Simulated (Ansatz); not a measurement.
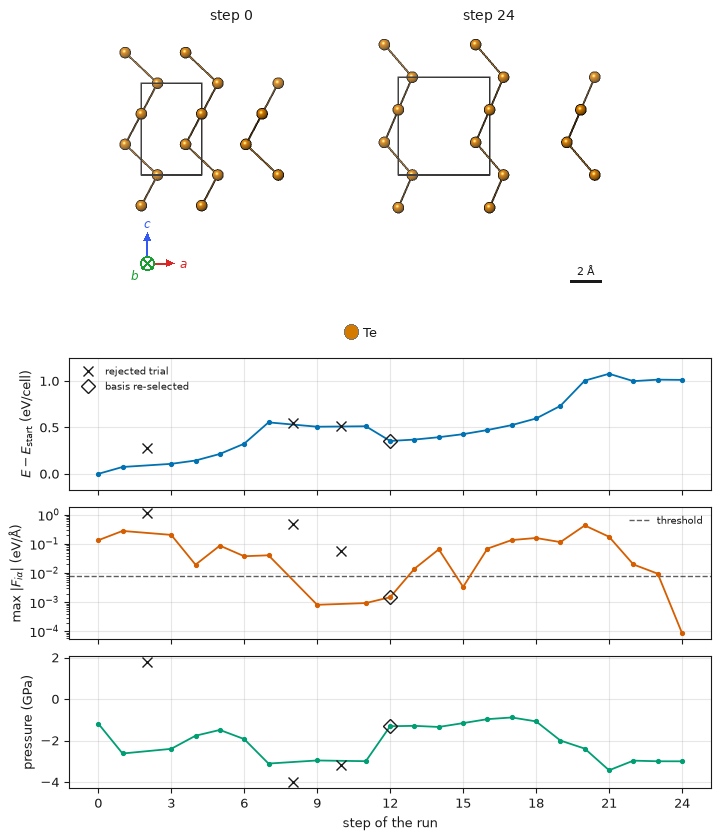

First and last geometry of a relaxation of solid Te (set up in P3_121), with the history of the run. Style: ball-and-stick. Shown: the cell of the calculation, repeated 2 × 1 × 1 with one cell outlined, along the b axis.

Case: relaxed at -3 GPa.

All numbers below come from Ansatz, DFT PBE, scalar-relativistic, plane waves, PAW. Settings: plane-wave cutoff 420 eV; k-point mesh 12 × 12 × 6; occupations gaussian; smearing width 0.01 eV; target pressure -3 GPa; no spin polarisation; cell and atoms relaxed; force threshold 0.008 eV/Å; at most 50 steps.

**What do the curves and the structures tell?**

The run was cut off at its time limit before the program reported convergence, but its last step already meets the force threshold: the largest component is under 0.0001 eV/Å against 0.008 eV/Å. The pressure is within 0.01 GPa of its target. The largest moves relative to the cell, 0.79 Å, are those of Te atoms. The drawn cell changes as follows: a = b 4.565 → 6.900 Å (+51.1 %), c 6.012 → 6.406 Å (+6.6 %); the volume changes by +143.4 %. Among the contacts that change: Te–Te 3.549 → 5.803 Å, Te–Te 2.915 → 2.810 Å. Among the angles between lasting bonds that change: Te–Te–Te 102.0° → 111.5°. The space group stays P3_121 (No. 152). Over 20 accepted moves (24 points after the start) the energy rises by 1.012 eV per cell of the calculation. With the target pressure of -3 GPa, the enthalpy E + pV changes by −1.902 eV per cell of the calculation. The largest force component goes from 0.13 to under 0.0001 eV/Å. Pressure: −1.18 GPa at the start and −3.00 GPa at the end. The line search rejected the trial steps at points 2, 8, 10 of the run. The SCF was repeated once at an unchanged geometry on a basis and grid sized afresh for the cell, which shifted the energy by 0.158 eV per cell of the calculation at most. The run took 18 min on 1 thread of Arm Neoverse V1 (shared host), peak memory 0.8 GiB.

```
step  E − E(0), meV/atom  largest force component, eV/Å  pressure, GPa  volume, Å³/atom                      note
   0                0.00                         0.1344          -1.18           36.171                          
   1               24.78                         0.2810          -2.62           39.172                          
   2               93.57                         1.1555           1.77           41.989                  rejected
   3               35.99                         0.2056          -2.40           41.119                          
   4               47.97                         0.0195          -1.77           43.041                          
   5               71.55                         0.0879          -1.49           45.998                          
   6              108.35                         0.0380          -1.93           50.114                          
   7              184.96                         0.0410          -3.11           55.208                          
   8              182.26                         0.4937          -4.02           54.453                  rejected
   9              169.34                         0.0008          -2.96           54.403                          
  10              173.57                         0.0580          -3.20           54.583                  rejected
  11              170.99                         0.0009          -3.00           54.495                          
  12              118.24                         0.0015          -1.31           54.495  same geometry, new basis
  13              123.14                         0.0142          -1.29           55.643                          
  14              131.71                         0.0656          -1.35           57.454                          
  15              142.61                         0.0034          -1.16           60.199                          
  16              157.44                         0.0694          -0.97           64.440                          
  17              175.14                         0.1368          -0.89           69.696                          
  18              198.96                         0.1609          -1.08           75.241                          
  19              244.25                         0.1163          -2.00           81.301                          
  20              334.81                         0.4333          -2.39           87.527                          
  21              359.47                         0.1769          -3.43           89.103                          
  22              332.98                         0.0199          -2.97           87.802                          
  23              338.35                         0.0096          -3.00           88.092                          
  24              337.47                         0.0001          -3.00           88.046
```
